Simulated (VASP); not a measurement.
# SiC (Moissanite 3C): accuracy against cost in the smearing and SCF threshold, part 3 of 3

How sensitive are energy and pressure of SiC (Moissanite 3C) to the smearing and SCF threshold? The series runs use PBE. The start is a cell from a database of measured crystal structures.

VASP 6.6.1; PBE; plane waves and PAW (Si, C).

So far. Step 15 (SCF threshold: EDIFF = 0.001): Against the run before the energy moves by -0.10 meV an atom and the pressure by -0.34 GPa, after 9 cycles in 2.4 s. Step 16 (SCF threshold: EDIFF = 1E-04): Against the run before the energy moves by -0.06 meV an atom and the pressure by +0.01 GPa, after 11 cycles in 2.8 s.

## 17. SCF threshold: EDIFF = 1E-05 (continued)

Parts of OUTCAR (step 17):

```text
  Total        0.4178068      0.4178068      0.4178068     -0.0000000      0.0000000     -0.0000000
  in kB       32.3507502     32.3507502     32.3507502     -0.0000000      0.0000000     -0.0000000
  external PRESSURE =      32.3507502 kB  Pullay stress =       0.0000000 kB

  FREE ENERGIE OF THE ION-ELECTRON SYSTEM (eV)
  ---------------------------------------------------
  free  energy   TOTEN  =       -15.0574436653 eV

  energy  without entropy=      -15.0574436579  energy(sigma->0) =      -15.05744366

[... 3 parts as in an earlier step ...]

[... 1 further part left out ...]
[key lines of the parts left out:]
E-fermi :   8.8527
```

Against the run before the energy stays within 0.01 meV an atom; the pressure moves by +0.01 GPa, after 11 cycles in 2.8 s.

## 18. SCF threshold: EDIFF = 1E-06

Contents of INCAR:

```
SYSTEM = SiC
PREC = Accurate
ENCUT = 520
EDIFF = 1E-06
NELM = 100
ISMEAR = -1
SIGMA = 0.05
LREAL = .FALSE.
ALGO = Normal
GGA = PE
NBANDS = 10
LORBIT = 11
LWAVE = .FALSE.
LCHARG = .FALSE.
KPAR = 2
ISIF = 2
```

Contents of POSCAR:

```
SiC
1.0
    0.0000000000      2.1790000000      2.1790000000
    2.1790000000      0.0000000000      2.1790000000
    2.1790000000      2.1790000000      0.0000000000
Si C
1 1
Direct
    0.0000000000      0.0000000000      0.0000000000
    0.2500000000      0.2500000000      0.2500000000
```

Contents of KPOINTS:

```
Automatic mesh
0
Gamma
9 9 9
0 0 0
```

Potentials, in the order of the species: Si and C (PBE family, release 64).

On the command line:

```sh
$ mpirun -np 2 vasp_std
```

The log of the run:

```text
[... set-up lines as in an earlier step ...]
 entering main loop
       N       E                     dE             d eps       ncg     rms          rms(c)
[... 12 cycles as in an earlier step ...]
   1 F= -.15057444E+02 E0= -.15057444E+02  d E =-.739779E-08
```

Elapsed: 3 s, on 2 MPI ranks of AMD EPYC 9R14 (Zen 4), shared host; peak memory 0.21 GiB; 4.7 s of CPU time.

From OUTCAR (step 18):

```text
[... 6 parts as in an earlier step ...]

[... 1 further part left out ...]
[key lines of the parts left out:]
E-fermi :   8.8538
```

Against the run before the energy stays within 0.01 meV an atom; the pressure moves by -0.02 GPa, after 12 cycles in 3 s.

## 19. SCF threshold: EDIFF = 1E-08

Changes to INCAR since step 18:

```diff
@@ -3,3 +3,3 @@
 ENCUT = 520
-EDIFF = 1E-06
+EDIFF = 1E-08
 NELM = 100
```

POSCAR is that of step 18.

KPOINTS is that of step 18.

On the command line:

```sh
$ mpirun -np 2 vasp_std
```

The log of the run:

```text
[... set-up lines as in an earlier step ...]
 entering main loop
       N       E                     dE             d eps       ncg     rms          rms(c)
[... 11 cycles as in an earlier step ...]
DAV:  12    -0.150574440645E+02   -0.39890E-06   -0.15043E-06   750   0.828E-03    0.100E-03
DAV:  13    -0.150574441071E+02   -0.42643E-07   -0.73808E-08   780   0.209E-03    0.106E-03
DAV:  14    -0.150574440941E+02    0.13036E-07   -0.60316E-09   462   0.565E-04    0.370E-04
DAV:  15    -0.150574440953E+02   -0.11518E-08   -0.67826E-10   362   0.202E-04
   1 F= -.15057444E+02 E0= -.15057444E+02  d E =-.739607E-08
```

Elapsed: 3.4 s, on 2 MPI ranks; peak memory 0.21 GiB.

Parts of OUTCAR (step 19):

```text
  Total        0.4148686      0.4148686      0.4148686      0.0000000      0.0000000      0.0000000
  in kB       32.1232479     32.1232479     32.1232479      0.0000000      0.0000000      0.0000000
  external PRESSURE =      32.1232479 kB  Pullay stress =       0.0000000 kB

  FREE ENERGIE OF THE ION-ELECTRON SYSTEM (eV)
  ---------------------------------------------------
  free  energy   TOTEN  =       -15.0574440953 eV

  energy  without entropy=      -15.0574440879  energy(sigma->0) =      -15.05744409

[... 3 parts as in an earlier step ...]

[... 1 further part left out ...]
[key lines of the parts left out:]
E-fermi :   8.8539
```

Against the run before the energy stays within 0.01 meV an atom and the pressure within 0.01 GPa, after 15 cycles in 3.4 s.

## 20. The SCF threshold series as a table

This step: convergence of PBE results with the threshold; plane waves and PAW (VASP 6.6.1).

This step runs nothing: it gathers the runs above.

Differences are taken from the run with EDIFF = 1E-08. Results of the series, by row:

```csv
setting,status,energy less the reference (meV/atom),pressure (GPa),gap (eV),SCF cycles,wall time (s)
EDIFF = 0.01,converged,0.1587,3.558,1.52,8,2.2
EDIFF = 0.001,converged,0.05801,3.215,1.498,9,2.4
EDIFF = 1E-04,converged,3.00e-4,3.229,1.503,11,2.8
EDIFF = 1E-05,converged,2.15e-4,3.235,1.503,11,2.8
EDIFF = 1E-06,converged,1.50e-5,3.217,1.502,12,3
EDIFF = 1E-08,converged,0,3.212,1.502,15,3.4
```

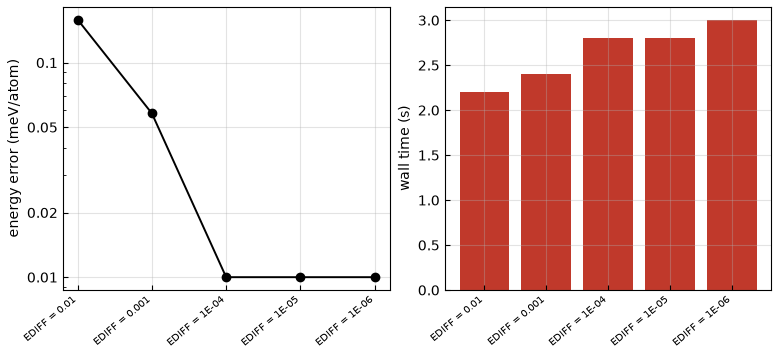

The energy error in size, against the reference run (errors under 0.01 are drawn at 0.01), and the wall time by setting.

## 21. Results

| Item | Value |
| --- | --- |
| spread of the pressure over the smearing | 0.0513 GPa |
| spread of the energy over the smearing | 11.2 meV/atom |
| SCF threshold from which the energy stays within 10 meV/atom of the reference | EDIFF = 0.01 |
| SCF threshold from which the energy stays within 1 meV/atom of the reference | EDIFF = 0.01 |
| SCF threshold from which the pressure stays within 0.2 GPa of the reference | EDIFF = 0.001 |
| spread of the pressure over the SCF threshold | 0.346 GPa |
| spread of the energy over the SCF threshold | 0.159 meV/atom |

**Reading.** The usual rule keeps the entropy term T·S under 1 meV an atom, which holds up to a width of 0.2 eV for Fermi-Dirac and 0.5 eV for second-order Methfessel-Paxton. Farthest in energy from the narrowest smearing lies ISMEAR = -1, SIGMA = 0.5 (+11.2 meV an atom, +0.05 GPa). Methfessel-Paxton smearing is made for metals and can give negative occupations at band edges. From EDIFF = 0.01 on, the energy stays within 1 meV an atom of the reference, at 65 % of its time. The pressure holds within 0.2 GPa from EDIFF = 0.001 on. The loosest stop saves 7 of 15 cycles and costs +0.2 meV an atom, +0.35 GPa. Forces vanish by symmetry in this cell, so the series can't test them.

[Lines on the potential files, build, host, timing and source positions are cut from VASP's logs without a mark.]

[Logs are printed without paths, hosts, clocks, repeated set-up lines and the standing remarks that a program may print on its own settings, such as how far it seeks lower states.]

[Hosts, paths, dates, database ids (printed as entryN), source tags and the programs' standing remarks are cut or masked in the printed files.]

[A measured line is paired with the nearest computed mode of its activity, which favours agreement.]
